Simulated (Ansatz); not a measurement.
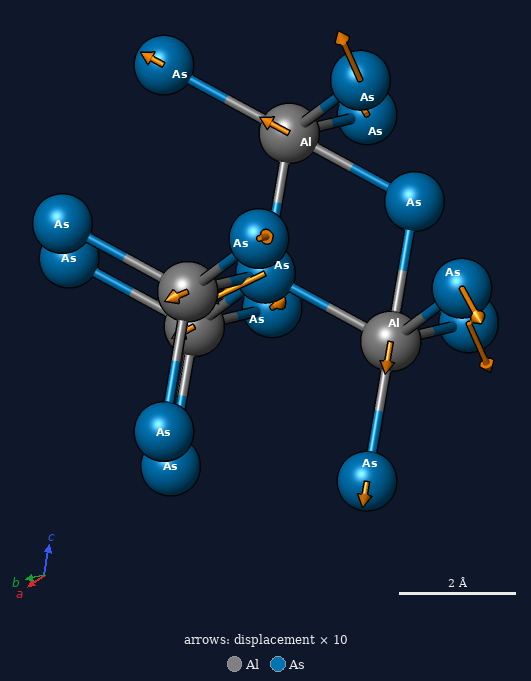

A relaxation of a defect cell of composition Al16As17. The starting structure is drawn; orange arrows show the displacements, magnified 10 times.

Style: ball-and-stick. Shown: the atoms within 4.2 Å of the atom that moves most (axes of the cell of the calculation), from a free direction.

Case: As interstitial, charge +0, atoms relaxed at the host's cell.

Theory: Ansatz 0.2.0, DFT PBE, scalar-relativistic, plane waves, PAW. Set-up: plane-wave cutoff 420 eV; k-point mesh 2 × 2 × 2; occupations gaussian; smearing width 0.01 eV; mesh shifted by (0.5, 0.5, 0.5); collinear spin; atoms relaxed in a fixed cell; force threshold 0.025 eV/Å; at most 45 steps.

Q: What happened in the run?

A: The largest moves, 0.12 Å, are those of As atoms. Largest moves by element: As 0.12 Å, Al 0.06 Å. The lattice vectors keep their values. Near-neighbour distances that change, for instance: Al–As 2.480 → 2.570 Å, Al–As 2.480 → 2.541 Å, Al–As 2.480 → 2.454 Å. Bond angles that change, for instance: Al–As–Al 109.5° → 112.7°. Over 2 geometry steps the energy falls by 0.511 eV per cell of the calculation. Largest force component: 1 eV/Å at the start, 0.013 eV/Å at the end.
